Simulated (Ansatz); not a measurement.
## Band-structure calculation of InAs

- system: InAs (F-43m, 2 atoms in the cell)
- method: DFT, PBE, PAW with Ansatz's default frozen-core files, scalar-relativistic, no spin polarisation (Ansatz 0.2.0)

The structure derives from an entry of the Crystallography Open Database. It belongs to a series of runs on one base structure; here: PAW files in place of LAPW.

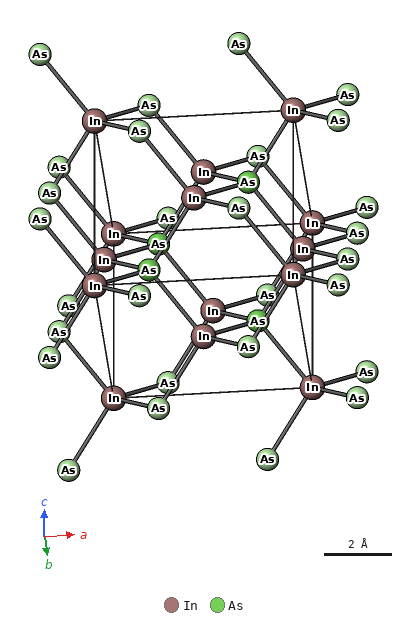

Fig. 1: The structure (ball-and-stick view of the cell 4 times as large as that of the calculation, set on its symmetry axes, seen at an oblique angle; neighbours outside the cell are drawn fainter). Near neighbours in the crystal (not all of them lie inside the picture): In has 4 As at 2.62 Å; As has 4 In at 2.62 Å.

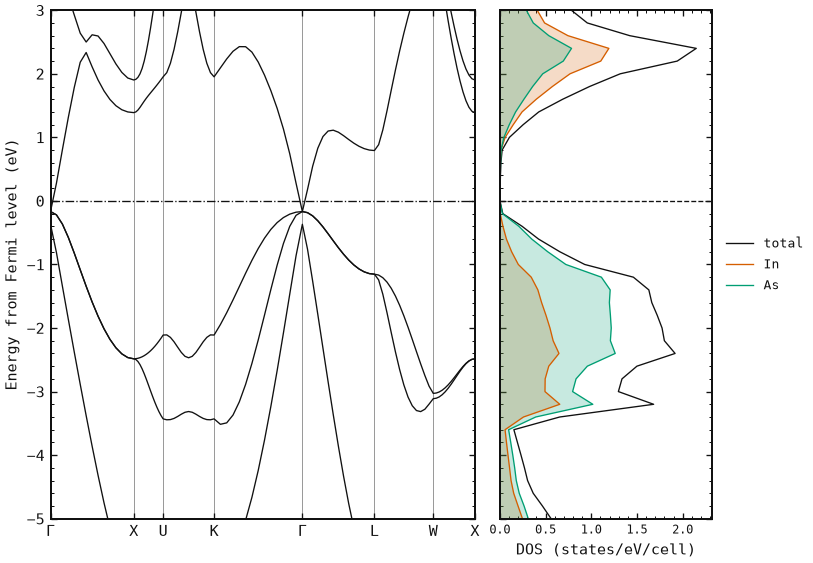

Fig. 2: Band structure along Γ–X–U–K–Γ–L–W–X and density of states (projected on Löwdin-orthogonalised atomic shells), with energies from the Fermi level. Few states lie at the Fermi level: a semimetal, or a gap closed by the functional.

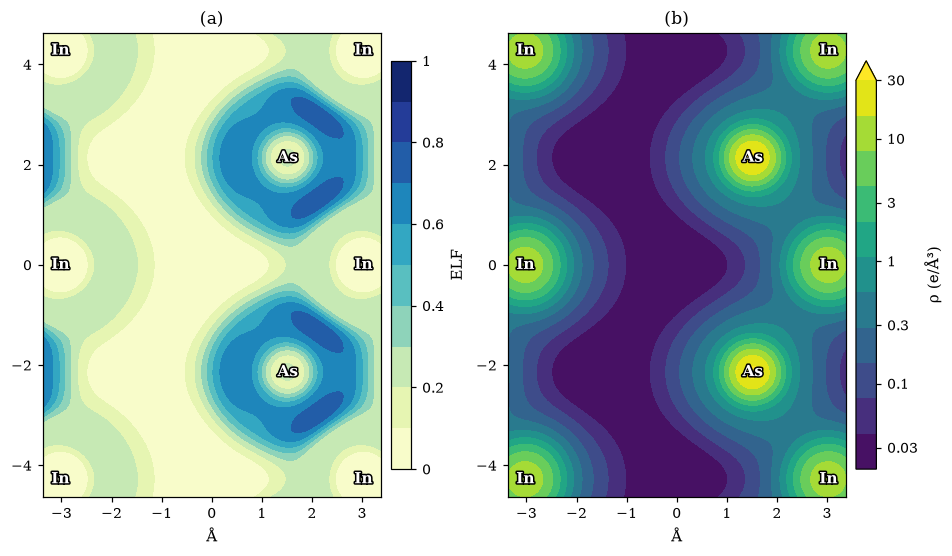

Fig. 3: (a) ELF; (b) valence pseudo-density on the (101) plane of the conventional cell. The section cuts through In and As sites. In–As (2.62 Å): ρ is about 0.42 e/Å³ halfway; the ELF peaks at about 0.75 between the atoms (localised, shared-pair bonding). Away from the nuclei the density in this plane falls to 0.01 e/Å³ at its lowest. In a PAW calculation such maps are meaningful between the atoms, not at the nuclei.

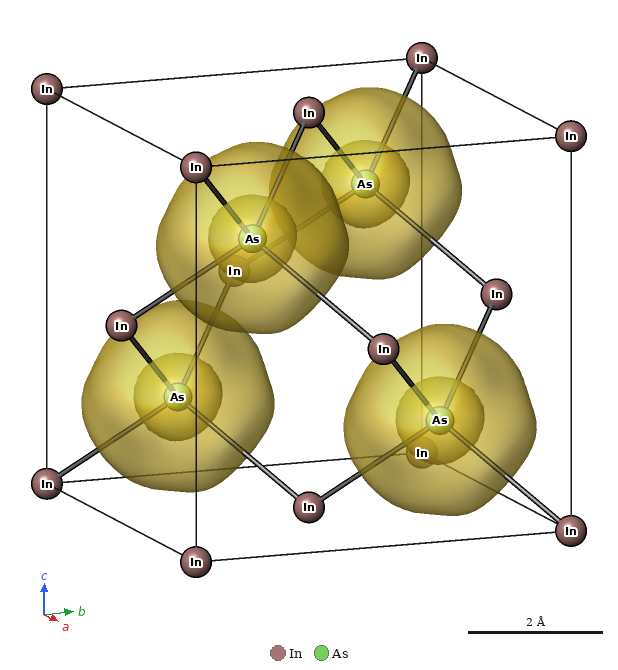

Fig. 4: Isosurface of the electron localisation function at 0.55 (yellow), seen slightly off an axis. Core shells and regions of very low density are left out. Sticks mark near contacts. The outline is the cell set on symmetry axes. Along the contacts the grid gives the following. In–As (2.62 Å): the ELF peaks at about 0.75 between the atoms, as expected for localised, shared-pair bonding.

These pictures come from the run below.

**The input**
```yaml
crystal:
  lattice:
    - [0.0, 3.024, 3.024]
    - [3.024, 0.0, 3.024]
    - [3.024, 3.024, 0.0]
  atoms:
    - { symbol: In, position: [0.0, 0.0, 0.0] }
    - { symbol: As, position: [0.75, 0.75, 0.75] }
kpoints:
  mp_grid: { grid: [10, 10, 10] }
  band_path:
    path:
      - [0.0, 0.0, 0.0]
      - [-0.5, -0.5, 0.0]
      - [-0.375, -0.375, 0.25]
      - [-0.375, 0.0, 0.375]
      - [0.0, 0.0, 0.0]
      - [0.0, 0.0, 0.5]
      - [-0.5, -0.25, 0.25]
      - [-0.5, -0.5, 0.0]
    npoints: 14
scf:
  occupations: { method: fermi_dirac, width: 0.08 }
hamiltonian:
  xc: pbe
  pseudopotentials: { kind: paw }
output:
  forces: true
  stress: true
  eigenvalues: true
  efg: { contact_densities: true }
  populations: true
  bader: true
  dos: { projected: true, de: 0.2, e_range: [-14, 8] }
  write_density: true
  write_potential: true
  elf: true
  volumetric_format: npy
```

Run as:
```bash
ansatz run input.yaml --threads 1 --pin off --max-ram 2048MiB --backend cpu --events-out ev --progress --plain --runs-dir out
```

**The program's output**
```
In: output.efg is read without spin–orbit coupling, which moves field gradients at and beside such atoms by some per cent and up to a factor of two; PAW files take it under magnetization.noncollinear and magnetization.spin_orbit
Engine: ansatz 0.2.0, aarch64-unknown-linux-gnu
Pseudopotentials: kind: paw
Pseudopotential: In, paw, valence charge 13, recommended cutoff 420 eV (normal), In.paw.azcp
Pseudopotential: As, paw, valence charge 15, recommended cutoff 420 eV (normal), As.paw.azcp
Functional definition: PBE
  parameter kappa = 0.804
  parameter beta = 0.06672455060314922
  exchange = pbe_x(kappa = kappa, mu = beta*pi^2/3)
  correlation = pbe_c(beta = beta)
Crystal: 2 atoms, lattice volume = 55.306 Å³
Basis set: ecut = 420 eV, 1067 PW (Γ), exchange–correlation on 60×60×60 points (8 copies of the dense FFT grid, shifted against one another)
Bands: 18, of which v1, the nominal top of the filled ones, is band 14 counted from 1 (13 counted from 0)
Symmetry: 24 space group operations
Space group: F-43m (ITA 216), of the structure as read, at distance tolerance 3.8e-5 Å
k-points: 47 of 1000 (time reversal used)
Non-local potential: In, projectors of the file, l = 0: 2, l = 1: 2, l = 2: 2, l = 3: 2
Non-local potential: As, projectors of the file, l = 0: 2, l = 1: 2, l = 2: 3, l = 3: 1
PAW form: soft (Blöchl's): semilocal exchange-correlation on the pseudo side does not see the compensation charge
PAW one-centre angular grid: In, 590 points (default); XC on 64 Gauss nodes
PAW one-centre angular grid: As, 590 points (default); XC on 64 Gauss nodes
Initial density: superposition of atomic densities (neutral atoms: chi_scale 0, normalization atom), corrected by the library's trained network
Initial wavefunctions: pseudopotential atomic-orbital guess
Functional: x = pbe(κ = 0.804, μ = 0.2195149727645171), c = pbe(β = 0.06672455060314922)
SCF iter   1: F=—  HF=-10454.427916 eV  |F-HF|=—  |Δ(HF+E_count)|=         —  Δρ=2.41e-3  dr2=6.97e-3  ethr=1.77e-3  ⟨swp⟩=5.9  Hψ=4186  notcnv=0
preconditioner: auto → none  [insulator: Δε(μ)=0.927 eV  Ē_g=14.749 eV  σ=0.080 eV  W_gap=0.89  n_scr=14 (ndim 8)  ℏωp=21.2 eV  f_vac=0.107  D(μ)=0.02/eV (n_scr^D=0)  ε∞_Penn≈3.1]
SCF iter   2: F=—  HF=-10454.424961 eV  |F-HF|=—  |Δ(HF+E_count)|=   2.96e-3  Δρ=1.03e-3  dr2=6.24e-4  ethr=2.49e-5  ⟨swp⟩=2.0  Hψ=1713  notcnv=0
SCF iter   3: F=—  HF=-10454.424821 eV  |F-HF|=—  |Δ(HF+E_count)|=   1.39e-4  Δρ=3.02e-4  dr2=5.98e-5  ethr=2.23e-6  ⟨swp⟩=2.0  Hψ=1270  notcnv=0
SCF iter   4: F=—  HF=-10454.424859 eV  |F-HF|=—  |Δ(HF+E_count)|=   3.74e-5  Δρ=1.03e-4  dr2=6.03e-6  ethr=2.14e-7  ⟨swp⟩=2.0  Hψ=1035  notcnv=0
SCF iter   5: F=—  HF=-10454.424867 eV  |F-HF|=—  |Δ(HF+E_count)|=   8.14e-6  Δρ=3.21e-5  dr2=6.17e-7  ethr=2.15e-8  ⟨swp⟩=2.0  Hψ=1505  notcnv=0
SCF iter   6: F=-10454.424867 eV  HF=-10454.424867 eV  |F-HF|=8.22e-10  |Δ(HF+E_count)|=   7.73e-8  Δρ=5.68e-6  dr2=1.32e-8  ethr=3.57e-10  ⟨swp⟩=9.8  Hψ=6374  notcnv=0
SCF 1 converged in 6 iterations: F = -10454.424867 eV  dr2 = 1.32e-8
  Residual-converged pass: ⟨swp⟩=1.0  Hψ=1035  notcnv=0  max |occ|·‖R‖ = 7.0e-9 eV (tolerance 1.0e-8 eV)  dr2=1.32e-8  dr2_onsite=3.08e-8  max |Δocc| = 1.6e-11
  greatest PAW one-centre occupation: 0.999 electrons in one spin orbital (limit 2), on the As atom at site 1 (counted from 0), in its partial waves of l = 2
NSCF: frozen V_eff on 99 k-points
SCF converged after 6 iterations
Free energy (F): -10454.424867 eV
Harris-Foulkes:  -10454.424867 eV  (|F-HF|=8.22e-10)
Internal energy: -10454.424155 eV  (E = F + TS)
E sigma→0 (E₀):  -10454.424511 eV
Entropy (-TS):   -0.000712 eV (-0.356 meV/atom)
Fermi energy:    8.008103 eV
--- Per-component energies (eV) ---
  E_band       = -311.833548
  E_kinetic    = 347.203016
  E_local      = -3275.622171  (includes V_loc(G=0)·N_el)
  E_nonlocal   = -303.277659
  E_hartree    = 1585.526941
  E_xc         = -294.724857
  E_vxc        = -178.882006  (∫ρ·V_xc dr)
  E_paw        = -5990.745517  (= ΣΔE_a)
  E_vpaw       = -72.313996  (= ΣTr[D̂ρ^β])
  E_aug_tail   = 0.000035  (compensation charges beyond the density's cutoff)
  E_ewald      = -2522.783943
  E_smearing   = -0.000712  (= −TS)
  E_closure    = -0.000000  (closes the sum)
  Σ components = -10454.424867   (vs F -10454.424867, Δ=0.00e0)
--- Forces (eV/Å), atoms counted from 1 ---
  atom   1  In    -0.00000000     0.00000000     0.00000000
  atom   2  As     0.00000000    -0.00000000     0.00000000
  max |Σ_I F_I| component: 2.36e-16 eV/Å
--- Stress (GPa, compression-positive) ---
        3.877458      -0.000000       0.000000
       -0.000000       3.877458       0.000000
       -0.000000       0.000000       3.877458
  P = ⅓ Tr σ = 3.8775 GPa (38.775 kbar)
--- PAW observables at the nuclei: V_zz in 10²¹ V/m², potentials from the cell's mean, atoms counted from 1 ---
  atom   1  In V_zz =    -0.000000   η = 0.0000   by run symmetry: forbidden
            electrostatic potential = -7936.838243 V   contact ρ = 1133012.370191 e/Å³
  atom   2  As V_zz =    -0.000000   η = 0.0000   by run symmetry: forbidden
            electrostatic potential = -4514.995436 V   contact ρ = 235496.369078 e/Å³
--- Band table (eV; the first three rows and the last of 47) ---
  k-point 0: bands = ["-27.1287", "-27.1287", "-27.1287", "-27.1208", "-27.1208", "-6.5437", "-6.5437", "-6.5437", "-6.4181", "-6.4181", "-4.0197", "7.6404", "7.8407", "7.8407", "7.8407", "11.7593", "11.7593", "11.7593"]
  k-point 1: bands = ["-27.1287", "-27.1287", "-27.1287", "-27.1208", "-27.1208", "-6.5570", "-6.5398", "-6.5398", "-6.4182", "-6.4182", "-3.9157", "6.3285", "7.7128", "7.7128", "8.7881", "11.8236", "11.9480", "11.9480"]
  k-point 2: bands = ["-27.1287", "-27.1286", "-27.1286", "-27.1208", "-27.1208", "-6.5901", "-6.5304", "-6.5304", "-6.4178", "-6.4178", "-3.6204", "4.8516", "7.4252", "7.4252", "9.1226", "12.3269", "12.3269", "12.4571"]
  k-point 46: bands = ["-27.1288", "-27.1285", "-27.1282", "-27.1208", "-27.1205", "-6.7062", "-6.4900", "-6.4691", "-6.4361", "-6.4080", "-1.9676", "2.1415", "4.9506", "5.0234", "11.4829", "11.7051", "13.5872", "14.3317"]
--- Löwdin populations: 2 sites ---
  site symbol       q [e]
     0     In     12.7070
     1     As     15.2559
  spilling = 0.001325 (of n_electrons = 28.000000)
--- Bader charges: 2 sites ---
  site symbol  charge [e]  shift [e]
     0     In      0.7447     0.0023
     1     As     -0.7447     0.0023
  estimated error of the sums over rays = 1.6e-4 e
```

**File bader_charges.tsv**
```
# site	symbol	x_ang	y_ang	z_ang	partial_charge_e	electrons	volume_ang3	relative_density_drop	shared_charge_e	partial_wave_shift_e
# quadrature_error_electrons = 1.6e-4
0	In	0.0000	0.0000	0.0000	0.74474	48.25526	23.73	-	0.74474	0.00232
1	As	4.5360	4.5360	4.5360	-0.74474	33.74474	31.57	-	-0.74474	0.00232
```

**File dos.tsv**
```
# E-E_F[eV]	g_bin_mean(E)[states/eV]	N(E)
# format = ansatz-dos/2
# fermi_ev = 8.008103
# fermi_mp_grid = 10 10 10
# fermi_mp_shift = 0 0 0
# tetrahedron_fermi_ev = 7.840705
# g_bin_mean(E): the states in a bin one row spacing wide, centred on E, divided by that spacing. States that the method places at a single energy (under output.dos.method: tetrahedron, those of a tetrahedron whose four corners have one energy) are counted whole in the row whose bin holds that energy (on the edge of two bins, in the lower row). The sum of g_bin_mean over a run of rows, times the row spacing, is the number of states from half a spacing under the first of them to half a spacing over the last (a plain sum, not the trapezoid rule).
-14.000000	0.000000e0	2.000000e1
-13.800000	0.000000e0	2.000000e1
-13.600000	0.000000e0	2.000000e1
-13.400000	0.000000e0	2.000000e1
-13.200000	0.000000e0	2.000000e1
-13.000000	0.000000e0	2.000000e1
-12.800000	0.000000e0	2.000000e1
-12.600000	0.000000e0	2.000000e1
-12.400000	0.000000e0	2.000000e1
-12.200000	0.000000e0	2.000000e1
-12.000000	4.895921e-2	2.000012e1
-11.800000	2.234565e-1	2.002821e1
-11.600000	3.449516e-1	2.008625e1
-11.400000	4.634184e-1	2.016687e1
-11.200000	5.893925e-1	2.027167e1
-11.000000	7.483804e-1	2.040396e1
-10.800000	9.951614e-1	2.057565e1
-10.600000	1.542195e0	2.081046e1
-10.400000	1.840025e0	2.117605e1
-10.200000	2.033479e0	2.155670e1
-10.000000	1.170581e0	2.199478e1
-9.800000	0.000000e0	2.200000e1
-9.600000	0.000000e0	2.200000e1
-9.400000	0.000000e0	2.200000e1
-9.200000	0.000000e0	2.200000e1
-9.000000	0.000000e0	2.200000e1
-8.800000	0.000000e0	2.200000e1
-8.600000	0.000000e0	2.200000e1
-8.400000	0.000000e0	2.200000e1
-8.200000	0.000000e0	2.200000e1
-8.000000	0.000000e0	2.200000e1
-7.800000	0.000000e0	2.200000e1
-7.600000	0.000000e0	2.200000e1
-7.400000	0.000000e0	2.200000e1
-7.200000	0.000000e0	2.200000e1
-7.000000	0.000000e0	2.200000e1
-6.800000	0.000000e0	2.200000e1
-6.600000	0.000000e0	2.200000e1
-6.400000	0.000000e0	2.200000e1
-6.200000	0.000000e0	2.200000e1
-6.000000	1.140764e-1	2.200000e1
-5.800000	3.071920e0	2.223541e1
-5.600000	1.805005e0	2.285620e1
-5.400000	1.039606e0	2.311238e1
-5.200000	7.084128e-1	2.328350e1
-5.000000	5.605574e-1	2.340637e1
-4.800000	4.657519e-1	2.350878e1
-4.600000	3.648376e-1	2.359204e1
-4.400000	3.033531e-1	2.365725e1
-4.200000	2.691020e-1	2.371446e1
-4.000000	2.312373e-1	2.376469e1
-3.800000	1.921679e-1	2.380692e1
-3.600000	1.533025e-1	2.384101e1
-3.400000	6.544103e-1	2.388810e1
-3.200000	1.682528e0	2.415263e1
-3.000000	1.296849e0	2.445504e1
-2.800000	1.336325e0	2.471081e1
-2.600000	1.499912e0	2.499432e1
-2.400000	1.917482e0	2.533791e1
-2.200000	1.800167e0	2.571442e1
-2.000000	1.774753e0	2.607105e1
-1.800000	1.721982e0	2.642259e1
-1.600000	1.662530e0	2.675901e1
-1.400000	1.630129e0	2.709029e1
-1.200000	1.461043e0	2.741002e1
-1.000000	9.281769e-1	2.764511e1
-0.800000	6.561511e-1	2.780066e1
-0.600000	4.227974e-1	2.790838e1
-0.400000	2.435398e-1	2.797136e1
-0.200000	3.190473e-2	2.799991e1
0.000000	6.064441e-4	2.800003e1
0.200000	2.675267e-3	2.800032e1
0.400000	6.291517e-3	2.800118e1
0.600000	1.145519e-2	2.800291e1
0.800000	2.454164e-2	2.800585e1
1.000000	1.044114e-1	2.801655e1
1.200000	2.551670e-1	2.805140e1
1.400000	4.254566e-1	2.811853e1
1.600000	6.879178e-1	2.822847e1
1.800000	9.814962e-1	2.839412e1
2.000000	1.317081e0	2.862113e1
2.200000	1.940837e0	2.893753e1
2.400000	2.149030e0	2.939805e1
2.600000	1.420716e0	2.972907e1
2.800000	9.565062e-1	2.997291e1
3.000000	7.823209e-1	3.013621e1
3.200000	7.724224e-1	3.028955e1
3.400000	8.134348e-1	3.044766e1
3.600000	1.032371e0	3.063285e1
3.800000	1.174448e0	3.085268e1
4.000000	1.693099e0	3.110836e1
4.200000	2.291932e0	3.155557e1
4.400000	1.466021e0	3.193359e1
4.600000	9.516567e-1	3.214973e1
4.800000	1.245635e0	3.236681e1
5.000000	1.743659e0	3.265954e1
5.200000	1.966872e0	3.304812e1
5.400000	1.977980e0	3.345762e1
5.600000	1.212573e0	3.376749e1
5.800000	1.075800e0	3.399095e1
6.000000	1.105039e0	3.420581e1
6.200000	9.762531e-1	3.441618e1
6.400000	1.082122e0	3.461930e1
6.600000	1.257097e0	3.484696e1
6.800000	1.555361e0	3.514996e1
7.000000	1.078785e0	3.541530e1
7.200000	6.869807e-1	3.558332e1
7.400000	4.654023e-1	3.569605e1
7.600000	3.823507e-1	3.577714e1
7.800000	3.244113e-1	3.584971e1
8.000000	2.394849e-1	3.590514e1
```

**File populations.tsv**
```
# site	symbol	l	j	q
# orbitals = lowdin
# n_electrons = 28.000000
# spilling = 0.001325
0	In	0_5S	-	1.071706
0	In	1_5P	-	1.653338
0	In	2_4D	-	9.981912
1	As	0_4S	-	1.526643
1	As	1_4P	-	3.732323
1	As	2_3D	-	9.996975
```

**File rho_z.tsv**
```
# z_ang	rho[e/angstrom^3]
# format = ansatz-planar-average/11
# lattice	0.000000000	3.024000000	3.024000000
# lattice	3.024000000	0.000000000	3.024000000
# lattice	3.024000000	3.024000000	0.000000000
# sites	2
# site	49	0.000000000	0.000000000	0.000000000
# site	33	4.536000000	4.536000000	4.536000000
0.000000	8.465419e-1
0.142553	7.857945e-1
0.285105	6.731567e-1
0.427658	5.337142e-1
0.570211	3.952071e-1
0.712764	2.781020e-1
0.855316	1.921867e-1
0.997869	1.369714e-1
1.140422	1.052558e-1
1.282975	8.858425e-2
1.425527	8.120955e-2
1.568080	8.034560e-2
1.710633	8.471220e-2
1.853185	9.390360e-2
1.995738	1.080654e-1
2.138291	1.282754e-1
2.280844	1.592196e-1
2.423396	2.133394e-1
2.565949	3.129398e-1
2.708502	4.822387e-1
2.851055	7.222841e-1
2.993607	9.828728e-1
3.136160	1.170266e0
3.278713	1.208494e0
3.421265	1.104452e0
3.563818	9.446631e-1
3.706371	8.253017e-1
3.848924	7.883686e-1
3.991476	8.132597e-1
4.134029	8.483909e-1
```

**File v_z.tsv**
```
# z_ang	v_es[eV]	v_tot[eV]
# format = ansatz-planar-average/11
# xc	pbe
# density_cutoff_ev	1680
# datasets	In=:simpson_from_first_knot:soft	As=:simpson_from_first_knot:soft
# lattice	0.000000000	3.024000000	3.024000000
# lattice	3.024000000	0.000000000	3.024000000
# lattice	3.024000000	3.024000000	0.000000000
# sites	2
# site	49	0.000000000	0.000000000	0.000000000
# site	33	4.536000000	4.536000000	4.536000000
0.000000	4.188178e-1	-1.120612e1
0.142553	1.209280e0	-1.001412e1
0.285105	2.029735e0	-8.668605e0
0.427658	2.939521e0	-7.120625e0
0.570211	4.015103e0	-5.313047e0
0.712764	5.238140e0	-3.297699e0
0.855316	6.542513e0	-1.214090e0
0.997869	7.813620e0	7.290451e-1
1.140422	8.901157e0	2.302185e0
1.282975	9.683812e0	3.338299e0
1.425527	1.017800e1	3.914965e0
1.568080	1.046097e1	4.209065e0
1.710633	1.054597e1	4.223475e0
1.853185	1.042239e1	3.915024e0
1.995738	1.002021e1	3.234075e0
2.138291	9.307865e0	2.157790e0
2.280844	8.437574e0	8.566515e-1
2.423396	7.651886e0	-4.028268e-1
2.565949	7.104971e0	-1.462919e0
2.708502	6.792848e0	-2.297170e0
2.851055	6.590865e0	-2.994250e0
2.993607	6.313320e0	-3.727332e0
3.136160	5.729500e0	-4.725385e0
3.278713	4.726536e0	-6.126713e0
3.421265	3.410105e0	-7.840348e0
3.563818	1.999360e0	-9.609348e0
3.706371	7.441165e-1	-1.112727e1
3.848924	-1.237743e-1	-1.212748e1
3.991476	-4.464751e-1	-1.245479e1
4.134029	-2.124147e-1	-1.210017e1
```

**Summary**

```json
{"quantity": "outcome", "value": "converged"}
{"quantity": "space group (tolerance 0.01 Å)", "value": "F-43m (216)"}
{"quantity": "electrons treated", "value": "28"}
{"quantity": "free energy", "value": "−10454.4249 eV"}
{"quantity": "Fermi energy", "value": "8.008 eV"}
{"quantity": "pressure", "value": "3.88 GPa"}
{"quantity": "field gradient V_zz (10²¹ V/m²)", "value": "zero at all sites"}
{"quantity": "electronic character", "value": "semimetal"}
{"quantity": "largest force (length of the vector)", "value": "under 0.001 eV/Å"}
{"quantity": "hardware", "value": "1 thread of Arm Neoverse V1, 24 GiB of memory available, shared host"}
{"quantity": "wall time", "value": "28 s"}
{"quantity": "peak memory", "value": "0.41 GiB"}
```

**Remarks**

The program warns: the field gradients leave out spin–orbit coupling.
